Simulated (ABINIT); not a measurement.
# C: geometry relaxation (part 1 of 3)

The run: geometry relaxation of C (P6₃/mmc, 4 atoms in the cell). Method and program: Kohn-Sham DFT of a periodic cell, PBE, PseudoDojo NC SR PBE v0.5 stringent, no spin polarisation (ABINIT 10.8.3).

The structure derives from an entry of the Crystallography Open Database.

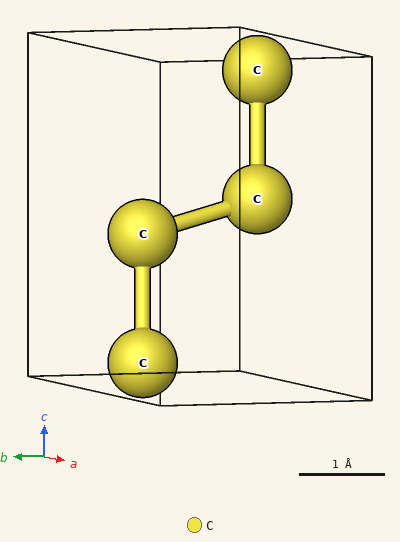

*The structure as given in the input (ball-and-stick view of the cell of the calculation, seen at an oblique angle). An atom can appear more than once, as a periodic image.*

### Results in brief

```json
{"quantity": "outcome", "value": "converged"}
{"quantity": "space group (tolerance 0.01 Å)", "value": "P6₃/mmc (194)"}
{"quantity": "electrons treated", "value": "16"}
{"quantity": "free energy", "value": "−655.0227 eV"}
{"quantity": "Fermi energy", "value": "12.230 eV"}
{"quantity": "gap on the k-point mesh", "value": "3.40 eV"}
{"quantity": "pressure", "value": "0.00 GPa"}
{"quantity": "final volume", "value": "22.86 Å³"}
{"quantity": "largest force (length of the vector) at the end", "value": "under 0.001 eV/Å"}
{"quantity": "final cell", "value": "a = 2.512 Å, b = 2.512 Å, c = 4.181 Å, α = 90.00°, β = 90.00°, γ = 120.00°"}
{"quantity": "hardware", "value": "4 threads of Intel Xeon (Granite Rapids), 64 GiB of memory available, shared host"}
{"quantity": "wall time", "value": "19 s (CPU time 74 s)"}
{"quantity": "peak memory", "value": "0.28 GiB"}
```

### Input file
```
# Pseudopotentials
pp_dirpath "./"
pseudos "C.upf"

# Structure
acell 3*1.0
rprim
     4.7660782589     0.0000000000     0.0000000000
    -2.3830391295     4.1275448487     0.0000000000
     0.0000000000     0.0000000000     7.7830260169
ntypat 1
znucl 6
natom 4
typat 1 1 1 1
chkprim 0
chksymtnons 0
tolsym 1.0e-6
xred
            2/3            1/3   0.9375000000
            1/3            2/3   0.4375000000
            2/3            1/3   0.5625000000
            1/3            2/3   0.0625000000

# Plane-wave basis
ecut 41.0
ecutsm 0.5

# k points
kptopt 1
ngkpt 9 9 5
nshiftk 1
shiftk 0.0 0.0 0.0

# Exchange and correlation
ixc 11

# Bands and occupations
nband 12
occopt 3
tsmear 0.05 eV

# SCF cycle
nstep 80
tolvrs 1.0e-12

# Output
iomode 3
prteig 0
prtebands 0
prtwf 0
prtden 0

# Relaxation
ionmov 2
optcell 2
ntime 50
tolmxf 2.0e-5
dilatmx 1.08
```

Run as:
```bash
mpirun --bind-to none -np 4 abinit run.abi > log 2>&1
```

### The program's output
```
.Version 10.8.3 of ABINIT
 Symmetries : space group P6_3/m m c (#194); Bravais hP (primitive hexag.)
================================================================================
 Values of the parameters that define the memory need of the present run
     intxc =       0    ionmov =       2      iscf =       7    lmnmax =       4
     lnmax =       4     mgfft =      50  mpssoang =       2    mqgrid =    3001
     natom =       4  nloc_mem =       1    nspden =       1   nspinor =       1
    nsppol =       1      nsym =      24    n1xccc =    2501    ntypat =       1
    occopt =       3   xclevel =       2
       mpw =        2448          nfft =       45000          nkpt =          36
================================================================================
================================================================================

--------------------------------------------------------------------------------
------------- Echo of variables that govern the present computation ------------
--------------------------------------------------------------------------------
 -outvars: echo values of preprocessed input variables --------
            acell      1.0000000000E+00  1.0000000000E+00  1.0000000000E+00 Bohr
              amu      1.20110000E+01
          chkprim           0
      chksymtnons           0
          dilatmx      1.08000000E+00
             ecut      4.10000000E+01 Hartree
           ecutsm      5.00000000E-01 Hartree
           ionmov           2
              ixc          11
         kptrlatt        9    0    0      0    9    0      0    0    5
          kptrlen      3.89151301E+01
            natom           4
            nband          12
            ngfft          30      30      50
             nkpt          36
            nstep          80
             nsym          24
            ntime          50
           ntypat           1
           occopt           3
          optcell           2
           prtden           0
        prtebands           0
           prteig           0
            prtwf           0
            rprim      4.7660782589E+00  0.0000000000E+00  0.0000000000E+00
                      -2.3830391295E+00  4.1275448487E+00  0.0000000000E+00
                       0.0000000000E+00  0.0000000000E+00  7.7830260169E+00
          spgroup         194
           tolmxf      2.00000000E-05
           tolsym      1.00000000E-06
           tolvrs      1.00000000E-12
           tsmear      1.83746611E-03 Hartree
            typat      1  1  1  1
           xangst      1.2610499991E+00  7.2806755648E-01  3.8611874974E+00
                      -1.7639288479E-11  1.4561351130E+00  1.8018874988E+00
                       1.2610499991E+00  7.2806755648E-01  2.3167124984E+00
                      -1.7639288479E-11  1.4561351130E+00  2.5741249983E-01
            xcart      2.3830391294E+00  1.3758482829E+00  7.2965868908E+00
                      -3.3333424282E-11  2.7516965658E+00  3.4050738824E+00
                       2.3830391294E+00  1.3758482829E+00  4.3779521345E+00
                      -3.3333424282E-11  2.7516965658E+00  4.8643912606E-01
             xred      6.6666666667E-01  3.3333333333E-01  9.3750000000E-01
                       3.3333333333E-01  6.6666666667E-01  4.3750000000E-01
                       6.6666666667E-01  3.3333333333E-01  5.6250000000E-01
                       3.3333333333E-01  6.6666666667E-01  6.2500000000E-02
            znucl        6.00000

================================================================================

 chkinp: Checking input parameters for consistency.

================================================================================
== DATASET  1 ==================================================================

--- !DatasetInfo
iteration_state: {dtset: 1, }
dimensions: {natom: 4, nkpt: 36, mband: 12, nsppol: 1, nspinor: 1, nspden: 1, mpw: 2448, }
cutoff_energies: {ecut:  41.0, pawecutdg:  -1.0, }
electrons: {nelect:   1.60000000E+01, charge:   0.00000000E+00, occopt:   3.00000000E+00, tsmear:   1.83746611E-03, }
meta: {optdriver: 0, ionmov: 2, optcell: 2, iscf: 7, paral_kgb: 0, }
...

 Exchange-correlation functional for the present dataset will be:
  GGA: Perdew-Burke-Ernzerhof functional - ixc=11
  J.P.Perdew, K.Burke, M.Ernzerhof, PRL 77, 3865 (1996)

 Real(R)+Recip(G) space primitive vectors, cartesian coordinates (Bohr,Bohr^-1):
 R(1)=  4.7660783  0.0000000  0.0000000  G(1)=  0.2098161  0.1211374  0.0000000
 R(2)= -2.3830391  4.1275448  0.0000000  G(2)=  0.0000000  0.2422748  0.0000000
 R(3)=  0.0000000  0.0000000  7.7830260  G(3)=  0.0000000  0.0000000  0.1284847
 Unit cell volume ucvol=  1.5310926E+02 bohr^3
 Angles (23,13,12)=  9.00000000E+01  9.00000000E+01  1.20000000E+02 degrees

 getcut: wavevector=  0.0000  0.0000  0.0000  ngfft=  30  30  50
         ecut(hartree)=     47.822   => boxcut(ratio)=   2.02349

--- Pseudopotential description ------------------------------------------------
- pspini: atom type   1  psp file is ./C.upf
   6.00000   4.00000  171031                  znucl, zion, pspdat
12 -101130 1 -1 1248                          pspcod,pspxc,lmax,lloc,mmax
     nproj     2     2

   2.76061875E+02                                ecore*ucvol(ha*bohr**3)
--------------------------------------------------------------------------------

================================================================================

=== [ionmov= 2] Broyden-Fletcher-Goldfarb-Shanno method (forces)
================================================================================

--- Iteration: ( 1/50) Internal Cycle: (1/1)
--------------------------------------------------------------------------------

---SELF-CONSISTENT-FIELD CONVERGENCE--------------------------------------------

--- !BeginCycle
iteration_state: {dtset: 1, itime: 1, icycle: 1, }
solver: {iscf: 7, nstep: 80, nline: 4, wfoptalg: 0, }
tolerances: {tolvrs: 1.00E-12, }
...

     iter   Etot(hartree)      deltaE(h)  residm     vres2
 ETOT  1  -24.041801181193    -2.404E+01 9.859E-02 8.157E+01
 ETOT  2  -24.070730858332    -2.893E-02 7.101E-03 3.374E-01
 ETOT  3  -24.070761044129    -3.019E-05 1.038E-02 1.133E-02
 ETOT  4  -24.070761812325    -7.682E-07 3.425E-03 2.337E-04
 ETOT  5  -24.070761823907    -1.158E-08 3.814E-03 5.428E-07
 ETOT  6  -24.070761823941    -3.474E-11 8.135E-04 2.600E-09
 ETOT  7  -24.070761823941     7.105E-15 3.729E-04 1.926E-11
 ETOT  8  -24.070761823942    -4.619E-14 2.970E-04 1.535E-13

 At SCF step    8       vres2   =  1.53E-13 < tolvrs=  1.00E-12 =>converged.

 Cartesian components of stress tensor (hartree/bohr^3)
  sigma(1 1)=  1.61176708E-04  sigma(3 2)=  0.00000000E+00
  sigma(2 2)=  1.61176708E-04  sigma(3 1)=  0.00000000E+00
  sigma(3 3)= -6.83491278E-04  sigma(2 1)=  1.44603303E-13

--- !ResultsGS
iteration_state: {dtset: 1, itime: 1, icycle: 1, }
comment   : Summary of ground state results
lattice_vectors:
- [  4.7660783,   0.0000000,   0.0000000, ]
- [ -2.3830391,   4.1275448,   0.0000000, ]
- [  0.0000000,   0.0000000,   7.7830260, ]
lattice_lengths: [   4.76608,    4.76608,    7.78303, ]
lattice_angles: [ 90.000,  90.000, 120.000, ] # degrees, (23, 13, 12)
lattice_volume:   1.5310926E+02
convergence: {deltae: -4.619E-14, res2:  1.535E-13, residm:  2.970E-04, diffor: null, }
etotal    :  -2.40707618E+01
entropy   :   0.00000000E+00
fermie    :   4.67812254E-01
cartesian_stress_tensor: # hartree/bohr^3
- [  1.61176708E-04,   1.44603303E-13,   0.00000000E+00, ]
- [  1.44603303E-13,   1.61176708E-04,   0.00000000E+00, ]
- [  0.00000000E+00,   0.00000000E+00,  -6.83491278E-04, ]
pressure_GPa:   3.5417E+00
xred      :
- [  6.6667E-01,   3.3333E-01,   9.3750E-01,  C]
- [  3.3333E-01,   6.6667E-01,   4.3750E-01,  C]
- [  6.6667E-01,   3.3333E-01,   5.6250E-01,  C]
- [  3.3333E-01,   6.6667E-01,   6.2500E-02,  C]
cartesian_forces: # hartree/bohr
- [  9.88680606E-29,   7.74677519E-28,  -8.27590686E-04, ]
- [ -4.09596251E-28,  -4.97424512E-28,  -8.27590686E-04, ]
- [  1.55364095E-28,  -4.07725010E-29,   8.27590686E-04, ]
- [  1.55364095E-28,  -2.36480506E-28,   8.27590686E-04, ]
force_length_stats: {min:   8.27590686E-04, max:   8.27590686E-04, mean:   8.27590686E-04, }
...

 Integrated electronic density in atomic spheres:
 ------------------------------------------------
 Atom  Sphere_radius  Integrated_density
    1        2.00000          4.71078110
    2        2.00000          4.71078110
    3        2.00000          4.71078110
    4        2.00000          4.71078110

---OUTPUT-----------------------------------------------------------------------

 Cartesian coordinates (xcart) [bohr]
  2.38303912943333E+00  1.37584828290000E+00  7.29658689084375E+00
 -3.33334242815094E-11  2.75169656580000E+00  3.40507388239375E+00
  2.38303912943333E+00  1.37584828290000E+00  4.37795213450625E+00
 -3.33334242815094E-11  2.75169656580000E+00  4.86439126056250E-01
 Reduced coordinates (xred)
  6.66666666666667E-01  3.33333333333333E-01  9.37500000000000E-01
  3.33333333333333E-01  6.66666666666667E-01  4.37500000000000E-01
  6.66666666666667E-01  3.33333333333333E-01  5.62500000000000E-01
  3.33333333333333E-01  6.66666666666667E-01  6.25000000000000E-02
 Cartesian forces (fcart) [Ha/bohr]; max,rms= 8.27591E-04 4.77810E-04 (free atoms)
  9.88680605846310E-29  7.74677518890645E-28 -8.27590685960958E-04
 -4.09596250993471E-28 -4.97424512133975E-28 -8.27590685960958E-04
  1.55364095204420E-28 -4.07725009922993E-29  8.27590685960958E-04
  1.55364095204420E-28 -2.36480505764370E-28  8.27590685960958E-04
 Gradient of E wrt nuclear positions in reduced coordinates (gred)
 -4.71212914052018E-28 -2.96190974546983E-27  6.44115984017825E-03
  1.95216778678693E-27  1.07705808926175E-27  6.44115984017825E-03
 -7.40477436367457E-28  5.38529044630877E-28 -6.44115984017825E-03
 -7.40477436367457E-28  1.34632261157719E-27 -6.44115984017825E-03
 Scale of Primitive Cell (acell) [bohr]
  1.00000000000000E+00  1.00000000000000E+00  1.00000000000000E+00
 Real space primitive translations (rprimd) [bohr]
  4.76607825890000E+00  0.00000000000000E+00  0.00000000000000E+00
 -2.38303912950000E+00  4.12754484870000E+00  0.00000000000000E+00
  0.00000000000000E+00  0.00000000000000E+00  7.78302601690000E+00
 Unitary Cell Volume (ucvol) [Bohr^3]=  1.53109258154669E+02
 Angles (23,13,12)= [degrees]
  9.00000000000000E+01  9.00000000000000E+01  1.20000000000112E+02
 Lengths [Bohr]
  4.76607825890000E+00  4.76607825898380E+00  7.78302601690000E+00
 Stress tensor in cartesian coordinates (strten) [Ha/bohr^3]
  1.61176707962054E-04  1.44603302558736E-13  0.00000000000000E+00
  1.44603302558736E-13  1.61176707569341E-04  0.00000000000000E+00
  0.00000000000000E+00  0.00000000000000E+00 -6.83491278021789E-04
 Total energy (etotal) [Ha]= -2.40707618239415E+01

--- Iteration: ( 2/50) Internal Cycle: (1/1)
--------------------------------------------------------------------------------

---SELF-CONSISTENT-FIELD CONVERGENCE--------------------------------------------

--- !BeginCycle
iteration_state: {dtset: 1, itime: 2, icycle: 1, }
solver: {iscf: 7, nstep: 80, nline: 4, wfoptalg: 0, }
tolerances: {tolvrs: 1.00E-12, }
...

     iter   Etot(hartree)      deltaE(h)  residm     vres2
 ETOT  1  -24.071222695627    -2.407E+01 4.177E+03 2.537E+00
 ETOT  2  -24.071541199377    -3.185E-04 3.297E-01 2.070E-02
 ETOT  3  -24.071543136212    -1.937E-06 1.506E+00 9.047E-04
 ETOT  4  -24.071543194065    -5.785E-08 6.169E-03 7.720E-06
 ETOT  5  -24.071543194436    -3.712E-10 1.800E-03 3.452E-08
 ETOT  6  -24.071543194438    -1.499E-12 3.836E-04 4.506E-10
 ETOT  7  -24.071543194438    -1.208E-13 1.661E-04 3.430E-12
 ETOT  8  -24.071543194438     7.105E-15 1.476E-04 2.557E-14

 At SCF step    8       vres2   =  2.56E-14 < tolvrs=  1.00E-12 =>converged.

 Cartesian components of stress tensor (hartree/bohr^3)
  sigma(1 1)= -4.11029088E-05  sigma(3 2)=  0.00000000E+00
  sigma(2 2)= -4.11029092E-05  sigma(3 1)=  0.00000000E+00
  sigma(3 3)=  2.24309280E-04  sigma(2 1)=  1.39160806E-13
```
